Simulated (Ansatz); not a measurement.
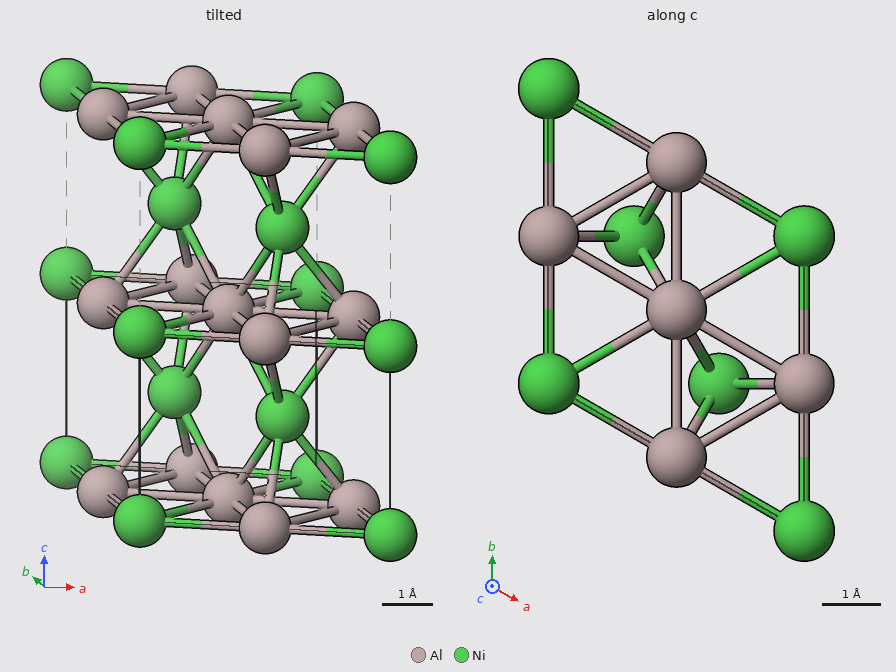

Figure: ball-and-stick view slightly off an axis and along the c axis. The drawing covers 1×1×2 cells, and the solid lines enclose one conventional unit cell. Cell: a = 5.171 Å, b = 5.171 Å, c = 3.904 Å, α = 90.00°, β = 90.00°, γ = 120.00°.

- The material is AlNi.
- The atoms follow space group P6/mmm (No. 191); the Bravais lattice is primitive hexagonal.
- It has 6 atoms to the cell (3 Al, 3 Ni).
- The coordination shell of Al holds six Ni and four Al (about 2.5 to 2.6 Å to Ni, 2.6 Å to Al). About every Ni there are six Al at about 2.5 to 2.6 Å.
- The bonds build a three-dimensional framework.

Its origin is a textbook structure type filled with these elements (whether it is the usual form wasn't checked). The picture shows the end point of a geometry optimisation with DFT PBE, scalar-relativistic, plane waves, PAW in Ansatz.
